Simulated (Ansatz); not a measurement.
# Nudged elastic band of Hf₈Si₁₅ (part 1 of 3)

- system: Hf₈Si₁₅ (defect cell, 23 atoms in the cell)
- method: DFT with PBE, PAW plane waves, no spin polarisation (Ansatz 0.2.0)

The structure derives from an entry of the Crystallography Open Database. Figures and captions count atoms from 1; the log counts them from 0 in places.

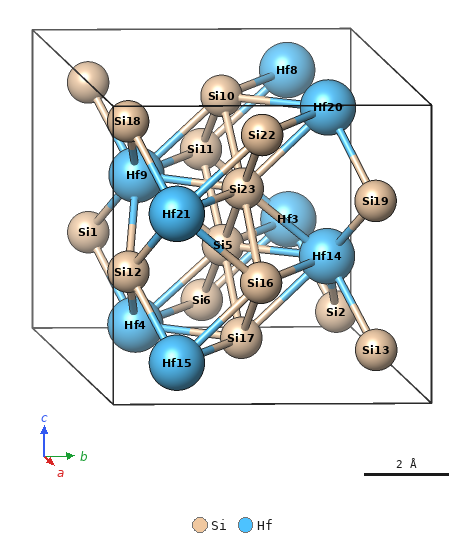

*The starting structure (ball-and-stick view of the cell of the calculation, seen slightly off an axis; atoms are numbered from 1 in the order of the input).*

Input file:
```yaml
crystal:
  lattice:
    - [7.450252, 0.0, 0.0]
    - [1.862563, -7.390399, 0.0]
    - [0.0, 0.0, -7.387356]
  atoms:
    - { symbol: Si, position: [0.21960034, 0.11956098, 0.37722174] }
    - { symbol: Si, position: [0.27860202, 0.88415483, 0.12257137] }
    - { symbol: Hf, position: [0.05353155, 0.79070325, 0.37481485] }
    - { symbol: Hf, position: [0.44806847, 0.20954684, 0.12568723] }
    - { symbol: Si, position: [0.37335887, 0.50369182, 0.37192843] }
    - { symbol: Si, position: [0.12514348, 0.50034941, 0.12436713] }
    - { symbol: Si, position: [0.21826041, 0.11935794, 0.87912221] }
    - { symbol: Hf, position: [0.0528278, 0.7871137, 0.87523824] }
    - { symbol: Hf, position: [0.44733276, 0.21340734, 0.62776779] }
    - { symbol: Si, position: [0.37418626, 0.49898188, 0.8724892] }
    - { symbol: Si, position: [0.12292491, 0.49837936, 0.62899076] }
    - { symbol: Si, position: [0.72040921, 0.118336, 0.37326499] }
    - { symbol: Si, position: [0.7811844, 0.88178699, 0.12340931] }
    - { symbol: Hf, position: [0.54932264, 0.78608675, 0.37859134] }
    - { symbol: Hf, position: [0.94512336, 0.2135805, 0.12549193] }
    - { symbol: Si, position: [0.8793986, 0.4948395, 0.37545563] }
    - { symbol: Si, position: [0.62909772, 0.49637343, 0.12666938] }
    - { symbol: Si, position: [0.72362621, 0.11658979, 0.87836792] }
    - { symbol: Si, position: [0.780952, 0.88003057, 0.62285355] }
    - { symbol: Hf, position: [0.55219437, 0.78850255, 0.87810615] }
    - { symbol: Hf, position: [0.94783612, 0.21273006, 0.62534322] }
    - { symbol: Si, position: [0.87922752, 0.49834171, 0.87080703] }
    - { symbol: Si, position: [0.62240706, 0.5026986, 0.62532591] }
kpoints:
  mp_grid: { grid: [2, 2, 2] }
magnetization:
  spin_polarized: false
scf:
  occupations: { method: cold, width: 0.15 }
hamiltonian:
  pseudopotentials: { kind: paw }
  xc: pbe
basis:
  ecutwfc: 420
neb:
  images: 3
  relax_end_points: true
  climbing: true
  f_tol: 0.1
  max_iterations: 40
  order_check: false
  final_atoms:
    - { symbol: Si, position: [0.28367834, -0.12528656, 0.62126557] }
    - { symbol: Si, position: [0.27860202, 0.88415483, 0.12257137] }
    - { symbol: Hf, position: [0.05353155, 0.79070325, 0.37481485] }
    - { symbol: Hf, position: [0.44806847, 0.20954684, 0.12568723] }
    - { symbol: Si, position: [0.37335887, 0.50369182, 0.37192843] }
    - { symbol: Si, position: [0.12514348, 0.50034941, 0.12436713] }
    - { symbol: Si, position: [0.21826041, 0.11935794, 0.87912221] }
    - { symbol: Hf, position: [0.0528278, 0.7871137, 0.87523824] }
    - { symbol: Hf, position: [0.44733276, 0.21340734, 0.62776779] }
    - { symbol: Si, position: [0.37418626, 0.49898188, 0.8724892] }
    - { symbol: Si, position: [0.12292491, 0.49837936, 0.62899076] }
    - { symbol: Si, position: [0.72040921, 0.118336, 0.37326499] }
    - { symbol: Si, position: [0.7811844, 0.88178699, 0.12340931] }
    - { symbol: Hf, position: [0.54932264, 0.78608675, 0.37859134] }
    - { symbol: Hf, position: [0.94512336, 0.2135805, 0.12549193] }
    - { symbol: Si, position: [0.8793986, 0.4948395, 0.37545563] }
    - { symbol: Si, position: [0.62909772, 0.49637343, 0.12666938] }
    - { symbol: Si, position: [0.72362621, 0.11658979, 0.87836792] }
    - { symbol: Si, position: [0.780952, 0.88003057, 0.62285355] }
    - { symbol: Hf, position: [0.55219437, 0.78850255, 0.87810615] }
    - { symbol: Hf, position: [0.94783612, 0.21273006, 0.62534322] }
    - { symbol: Si, position: [0.87922752, 0.49834171, 0.87080703] }
    - { symbol: Si, position: [0.62240706, 0.5026986, 0.62532591] }
```

Command:
```bash
ansatz run input.yaml --threads 4 --pin off --max-ram 8192MiB --backend cpu --events-out ev --progress --plain --runs-dir out
```

Log:
```
Warning: neb: disabling space-group detection — the band's intermediate images generally break the endpoint symmetry, so no spatial operation reduces the k-mesh or symmetrises the density, except that a semilocal band can use its path's symmetry ahead of convergence; time reversal is kept, so that k and −k are solved as one point where they differ and the mesh holds both, and exact exchange and, on two spinor components, a DFT+U term hold to it where the run has them: on two components no moment then forms, and a state that bears one, which a typed moment (crystal.atoms[].spin; refused beside efield: under a hybrid functional) reaches, can lie lower, under hf by electronvolts; crystal.symmetry.detect: false (a key that needs symmetry detection or time reversal refuses this as the deck is read) with time_reversal: false beside it drops time reversal too
Engine: ansatz 0.2.0, x86_64-unknown-linux-gnu
Pseudopotentials: kind: paw
Pseudopotential: Si, paw, valence charge 4, recommended cutoff 420 eV (normal), Si.paw.azcp
Pseudopotential: Hf, paw, valence charge 26, recommended cutoff 420 eV (normal), Hf.paw.azcp
Functional definition: PBE
  parameter kappa = 0.804
  parameter beta = 0.06672455060314922
  exchange = pbe_x(kappa = kappa, mu = beta*pi^2/3)
  correlation = pbe_c(beta = beta)
parallel-image band execution: 2 concurrent image workers
NEB image 0
Crystal: 23 atoms, lattice volume = 406.750 Å³
Basis set: ecut = 420 eV, 7973 PW (Γ), exchange–correlation on 100×108×100 points (8 copies of the dense FFT grid, shifted against one another)
Bands: 161, of which v1, the nominal top of the filled ones, is band 134 counted from 1 (133 counted from 0)
Symmetry: 1 space group operations
k-points: 8
Non-local potential: Si, projectors of the file, l = 0: 2, l = 1: 2, l = 2: 2
Non-local potential: Hf, projectors of the file, l = 0: 3, l = 1: 2, l = 2: 2, l = 3: 3
PAW form: soft (Blöchl's): semilocal exchange-correlation on the pseudo side does not see the compensation charge
PAW one-centre angular grid: Si, 110 points (default); XC on 64 Gauss nodes
PAW one-centre angular grid: Hf, 590 points (default); XC on 64 Gauss nodes
Initial density: superposition of atomic densities (neutral atoms: chi_scale 0, normalization atom), corrected by the library's trained network
Initial wavefunctions: pseudopotential atomic-orbital guess
Functional: x = pbe(κ = 0.804, μ = 0.2195149727645171), c = pbe(β = 0.06672455060314922)
SCF iter   1: F=—  HF=-135319.421206 eV  |F-HF|=—  |Δ(HF+E_count)|=         —  Δρ=3.23e-3  dr2=6.93e-2  ethr=1.77e-3  ⟨swp⟩=6.6  Hψ=4834  notcnv=0
preconditioner: auto → Kerker (q_TF=auto, 2.545 Å⁻¹)  [metal: Δε(μ)=0.021 eV  Ē_g=10.880 eV  σ=0.150 eV  W_gap=0.09  n_scr=106 (ndim 8)  ℏωp=26.3 eV  f_vac=0.000  D(μ)=8.89/eV (n_scr^D=60)]
SCF iter   2: F=—  HF=-135319.422653 eV  |F-HF|=—  |Δ(HF+E_count)|=   1.45e-3  S|Δr|=    0.00e0  Δρ=1.98e-3  dr2=2.63e-2  ethr=2.59e-5  ⟨swp⟩=2.0  Hψ=1834  notcnv=0
SCF iter   3: F=—  HF=-135319.421689 eV  |F-HF|=—  |Δ(HF+E_count)|=   9.64e-4  S|Δr|=    0.00e0  Δρ=3.56e-4  dr2=1.24e-3  ethr=9.83e-6  ⟨swp⟩=2.0  Hψ=1628  notcnv=0
SCF iter   4: F=—  HF=-135319.421024 eV  |F-HF|=—  |Δ(HF+E_count)|=   6.64e-4  S|Δr|=    0.00e0  Δρ=2.47e-4  dr2=4.79e-4  ethr=4.64e-7  ⟨swp⟩=2.0  Hψ=2189  notcnv=0
SCF iter   5: F=—  HF=-135319.420931 eV  |F-HF|=—  |Δ(HF+E_count)|=   9.37e-5  S|Δr|=    0.00e0  Δρ=9.64e-5  dr2=7.28e-5  ethr=1.79e-7  ⟨swp⟩=2.0  Hψ=2001  notcnv=0
SCF iter   6: F=—  HF=-135319.420063 eV  |F-HF|=—  |Δ(HF+E_count)|=   8.68e-4  S|Δr|=    0.00e0  Δρ=3.18e-5  dr2=8.66e-6  ethr=2.71e-8  ⟨swp⟩=2.0  Hψ=1571  notcnv=0
SCF iter   7: F=—  HF=-135319.420065 eV  |F-HF|=—  |Δ(HF+E_count)|=   2.22e-6  S|Δr|=    0.00e0  Δρ=2.01e-5  dr2=2.87e-6  ethr=3.23e-9  ⟨swp⟩=2.0  Hψ=2221  notcnv=0
SCF iter   8: F=—  HF=-135319.420062 eV  |F-HF|=—  |Δ(HF+E_count)|=   2.79e-6  S|Δr|=    0.00e0  Δρ=7.81e-6  dr2=5.15e-7  ethr=1.07e-9  ⟨swp⟩=2.0  Hψ=2221  notcnv=0
SCF iter   9: F=—  HF=-135319.420062 eV  |F-HF|=—  |Δ(HF+E_count)|=   2.11e-8  S|Δr|=    0.00e0  Δρ=2.93e-6  dr2=1.06e-7  ethr=3.73e-11  ⟨swp⟩=4.1  Hψ=4445  notcnv=0
SCF iter  10: F=-135319.420062 eV  HF=-135319.420062 eV  |F-HF|=2.55e-8  |Δ(HF+E_count)|=   1.11e-9  S|Δr|=    0.00e0  Δρ=1.24e-6  dr2=1.75e-8  ethr=3.73e-11  ⟨swp⟩=4.0  Hψ=4187  notcnv=0
SCF 1 converged in 10 iterations: F = -135319.420062 eV  dr2 = 1.75e-8
  greatest PAW one-centre occupation: 0.998 electrons in one spin orbital (limit 2), on the Hf atom at site 13 (counted from 0), in its partial waves of l = 3
NSCF: frozen V_eff on 8 k-points
NEB image 4
SCF iter   1: F=—  HF=-135319.371966 eV  |F-HF|=—  |Δ(HF+E_count)|=         —  Δρ=3.22e-3  dr2=6.82e-2  ethr=1.77e-3  ⟨swp⟩=6.5  Hψ=4779  notcnv=0
preconditioner: auto → Kerker (q_TF=auto, 2.545 Å⁻¹)  [metal: Δε(μ)=0.074 eV  Ē_g=10.878 eV  σ=0.150 eV  W_gap=0.35  n_scr=106 (ndim 8)  ℏωp=26.3 eV  f_vac=0.000  D(μ)=8.24/eV (n_scr^D=52)]
SCF iter   2: F=—  HF=-135319.373134 eV  |F-HF|=—  |Δ(HF+E_count)|=   1.17e-3  S|Δr|=    0.00e0  Δρ=1.98e-3  dr2=2.61e-2  ethr=2.54e-5  ⟨swp⟩=2.0  Hψ=1845  notcnv=0
SCF iter   3: F=—  HF=-135319.372040 eV  |F-HF|=—  |Δ(HF+E_count)|=   1.09e-3  S|Δr|=    0.00e0  Δρ=3.54e-4  dr2=1.24e-3  ethr=9.75e-6  ⟨swp⟩=2.0  Hψ=1740  notcnv=0
SCF iter   4: F=—  HF=-135319.371390 eV  |F-HF|=—  |Δ(HF+E_count)|=   6.50e-4  S|Δr|=    0.00e0  Δρ=2.48e-4  dr2=4.70e-4  ethr=4.64e-7  ⟨swp⟩=2.0  Hψ=2182  notcnv=0
SCF iter   5: F=—  HF=-135319.371310 eV  |F-HF|=—  |Δ(HF+E_count)|=   8.02e-5  S|Δr|=    0.00e0  Δρ=9.90e-5  dr2=8.00e-5  ethr=1.76e-7  ⟨swp⟩=2.0  Hψ=1712  notcnv=0
SCF iter   6: F=—  HF=-135319.370483 eV  |F-HF|=—  |Δ(HF+E_count)|=   8.26e-4  S|Δr|=    0.00e0  Δρ=3.33e-5  dr2=1.06e-5  ethr=2.98e-8  ⟨swp⟩=2.0  Hψ=1796  notcnv=0
SCF iter   7: F=—  HF=-135319.370486 eV  |F-HF|=—  |Δ(HF+E_count)|=   2.42e-6  S|Δr|=    0.00e0  Δρ=2.16e-5  dr2=3.75e-6  ethr=3.95e-9  ⟨swp⟩=2.0  Hψ=2223  notcnv=0
SCF iter   8: F=—  HF=-135319.370482 eV  |F-HF|=—  |Δ(HF+E_count)|=   3.20e-6  S|Δr|=    0.00e0  Δρ=8.38e-6  dr2=6.60e-7  ethr=1.40e-9  ⟨swp⟩=2.0  Hψ=2223  notcnv=0
SCF iter   9: F=—  HF=-135319.370482 eV  |F-HF|=—  |Δ(HF+E_count)|=   2.17e-8  S|Δr|=    0.00e0  Δρ=3.47e-6  dr2=1.53e-7  ethr=2.46e-10  ⟨swp⟩=2.0  Hψ=2190  notcnv=0
SCF iter  10: F=-135319.370482 eV  HF=-135319.370482 eV  |F-HF|=1.56e-8  |Δ(HF+E_count)|=   5.85e-9  S|Δr|=    0.00e0  Δρ=1.13e-6  dr2=1.47e-8  ethr=3.73e-11  ⟨swp⟩=4.0  Hψ=4232  notcnv=0
SCF 2 converged in 10 iterations: F = -135319.370482 eV  dr2 = 1.47e-8
[... from here on the iterations of each SCF are left out, up to the last one ...]
NSCF: frozen V_eff on 8 k-points
NEB end point (image 0): max|allowed force component| = 1.253e0 eV/Å (the criterion of neb.relax_end_points is 2.000e-2)
NEB end point (image 4): max|allowed force component| = 1.431e0 eV/Å (the criterion of neb.relax_end_points is 2.000e-2)
NEB image 0, for its relaxation
Initial density: handed on by an earlier stage of this run
Initial wavefunctions: those handed on with the density
preconditioner: auto → Kerker (q_TF=auto, 2.545 Å⁻¹)  [metal: Δε(μ)=0.046 eV  Ē_g=10.869 eV  σ=0.150 eV  W_gap=0.22  n_scr=106 (ndim 8)  ℏωp=26.3 eV  f_vac=0.000  D(μ)=8.80/eV (n_scr^D=60)]
SCF 3 converged in 3 iterations: F = -135319.420062 eV  dr2 = 5.78e-9
NEB image 0, for its relaxation
preconditioner: auto → Kerker (q_TF=auto, 2.545 Å⁻¹)  [metal: Δε(μ)=0.016 eV  Ē_g=10.884 eV  σ=0.150 eV  W_gap=0.08  n_scr=106 (ndim 8)  ℏωp=26.3 eV  f_vac=0.000  D(μ)=10.91/eV (n_scr^D=74)]
SCF 4 converged in 10 iterations: F = -135320.022013 eV  dr2 = 3.58e-8
NEB image 0, for its relaxation
preconditioner: auto → Kerker (q_TF=auto, 2.545 Å⁻¹)  [metal: Δε(μ)=0.071 eV  Ē_g=10.901 eV  σ=0.150 eV  W_gap=0.30  n_scr=106 (ndim 8)  ℏωp=26.3 eV  f_vac=0.000  D(μ)=8.40/eV (n_scr^D=52)]
SCF 5 converged in 10 iterations: F = -135320.293723 eV  dr2 = 1.13e-8
NEB image 0, for its relaxation
preconditioner: auto → Kerker (q_TF=auto, 2.545 Å⁻¹)  [metal: Δε(μ)=0.047 eV  Ē_g=10.911 eV  σ=0.150 eV  W_gap=0.19  n_scr=106 (ndim 8)  ℏωp=26.3 eV  f_vac=0.000  D(μ)=6.46/eV (n_scr^D=26)]
SCF 6 converged in 8 iterations: F = -135320.305149 eV  dr2 = 7.83e-8
NEB image 0, for its relaxation
preconditioner: auto → Kerker (q_TF=auto, 2.545 Å⁻¹)  [metal: Δε(μ)=0.053 eV  Ē_g=10.913 eV  σ=0.150 eV  W_gap=0.24  n_scr=106 (ndim 8)  ℏωp=26.3 eV  f_vac=0.000  D(μ)=7.20/eV (n_scr^D=36)]
SCF 7 converged in 8 iterations: F = -135320.319111 eV  dr2 = 2.35e-8
NEB image 0, for its relaxation
preconditioner: auto → Kerker (q_TF=auto, 2.545 Å⁻¹)  [metal: Δε(μ)=0.061 eV  Ē_g=10.913 eV  σ=0.150 eV  W_gap=0.28  n_scr=106 (ndim 8)  ℏωp=26.3 eV  f_vac=0.000  D(μ)=6.17/eV (n_scr^D=26)]
SCF 8 converged in 6 iterations: F = -135320.320049 eV  dr2 = 9.94e-8
NEB image 0, for its relaxation
preconditioner: auto → Kerker (q_TF=auto, 2.545 Å⁻¹)  [metal: Δε(μ)=0.067 eV  Ē_g=10.913 eV  σ=0.150 eV  W_gap=0.30  n_scr=106 (ndim 8)  ℏωp=26.3 eV  f_vac=0.000  D(μ)=6.64/eV (n_scr^D=32)]
SCF 9 converged in 7 iterations: F = -135320.320347 eV  dr2 = 1.84e-8
NEB image 0, for its relaxation
preconditioner: auto → Kerker (q_TF=auto, 2.545 Å⁻¹)  [metal: Δε(μ)=0.061 eV  Ē_g=10.913 eV  σ=0.150 eV  W_gap=0.27  n_scr=106 (ndim 8)  ℏωp=26.3 eV  f_vac=0.000  D(μ)=6.26/eV (n_scr^D=26)]
SCF 10 converged in 6 iterations: F = -135320.320451 eV  dr2 = 1.68e-8
NEB image 0
preconditioner: auto → Kerker (q_TF=auto, 2.545 Å⁻¹)  [metal: Δε(μ)=0.062 eV  Ē_g=10.912 eV  σ=0.150 eV  W_gap=0.28  n_scr=106 (ndim 8)  ℏωp=26.3 eV  f_vac=0.000  D(μ)=6.30/eV (n_scr^D=26)]
SCF 11 converged in 2 iterations: F = -135320.320451 eV  dr2 = 1.04e-8
NSCF: frozen V_eff on 8 k-points
NEB end point (image 0): relaxed in 58 SCF iterations, 0.900389 eV lower, largest move of an atom 0.437 Å; not tested for a saddle point
NEB image 4, for its relaxation
preconditioner: auto → Kerker (q_TF=auto, 2.545 Å⁻¹)  [metal: Δε(μ)=0.080 eV  Ē_g=10.867 eV  σ=0.150 eV  W_gap=0.38  n_scr=106 (ndim 8)  ℏωp=26.3 eV  f_vac=0.000  D(μ)=8.25/eV (n_scr^D=52)]
SCF 12 converged in 3 iterations: F = -135319.370482 eV  dr2 = 5.82e-9
NEB image 4, for its relaxation
preconditioner: auto → Kerker (q_TF=auto, 2.545 Å⁻¹)  [metal: Δε(μ)=0.010 eV  Ē_g=10.882 eV  σ=0.150 eV  W_gap=0.05  n_scr=106 (ndim 8)  ℏωp=26.3 eV  f_vac=0.000  D(μ)=11.37/eV (n_scr^D=74)]
SCF 13 converged in 10 iterations: F = -135320.001683 eV  dr2 = 1.87e-8
NEB image 4, for its relaxation
preconditioner: auto → Kerker (q_TF=auto, 2.545 Å⁻¹)  [metal: Δε(μ)=0.097 eV  Ē_g=10.904 eV  σ=0.150 eV  W_gap=0.41  n_scr=106 (ndim 8)  ℏωp=26.3 eV  f_vac=0.000  D(μ)=8.27/eV (n_scr^D=52)]
SCF 14 converged in 10 iterations: F = -135320.297926 eV  dr2 = 1.59e-8
NEB image 4, for its relaxation
preconditioner: auto → Kerker (q_TF=auto, 2.545 Å⁻¹)  [metal: Δε(μ)=0.038 eV  Ē_g=10.910 eV  σ=0.150 eV  W_gap=0.18  n_scr=106 (ndim 8)  ℏωp=26.3 eV  f_vac=0.000  D(μ)=6.66/eV (n_scr^D=32)]
SCF 15 converged in 9 iterations: F = -135320.309525 eV  dr2 = 3.06e-8
NEB image 4, for its relaxation
preconditioner: auto → Kerker (q_TF=auto, 2.545 Å⁻¹)  [metal: Δε(μ)=0.037 eV  Ē_g=10.912 eV  σ=0.150 eV  W_gap=0.17  n_scr=106 (ndim 8)  ℏωp=26.3 eV  f_vac=0.000  D(μ)=7.26/eV (n_scr^D=36)]
SCF 16 converged in 8 iterations: F = -135320.318820 eV  dr2 = 2.46e-8
NEB image 4, for its relaxation
preconditioner: auto → Kerker (q_TF=auto, 2.545 Å⁻¹)  [metal: Δε(μ)=0.062 eV  Ē_g=10.913 eV  σ=0.150 eV  W_gap=0.28  n_scr=106 (ndim 8)  ℏωp=26.3 eV  f_vac=0.000  D(μ)=6.36/eV (n_scr^D=26)]
SCF 17 converged in 6 iterations: F = -135320.319897 eV  dr2 = 7.94e-8
NEB image 4, for its relaxation
preconditioner: auto → Kerker (q_TF=auto, 2.545 Å⁻¹)  [metal: Δε(μ)=0.068 eV  Ē_g=10.913 eV  σ=0.150 eV  W_gap=0.30  n_scr=106 (ndim 8)  ℏωp=26.3 eV  f_vac=0.000  D(μ)=6.57/eV (n_scr^D=30)]
SCF 18 converged in 6 iterations: F = -135320.320117 eV  dr2 = 7.32e-8
NEB image 4, for its relaxation
preconditioner: auto → Kerker (q_TF=auto, 2.545 Å⁻¹)  [metal: Δε(μ)=0.062 eV  Ē_g=10.913 eV  σ=0.150 eV  W_gap=0.28  n_scr=106 (ndim 8)  ℏωp=26.3 eV  f_vac=0.000  D(μ)=6.39/eV (n_scr^D=26)]
SCF 19 converged in 6 iterations: F = -135320.320517 eV  dr2 = 3.51e-8
```
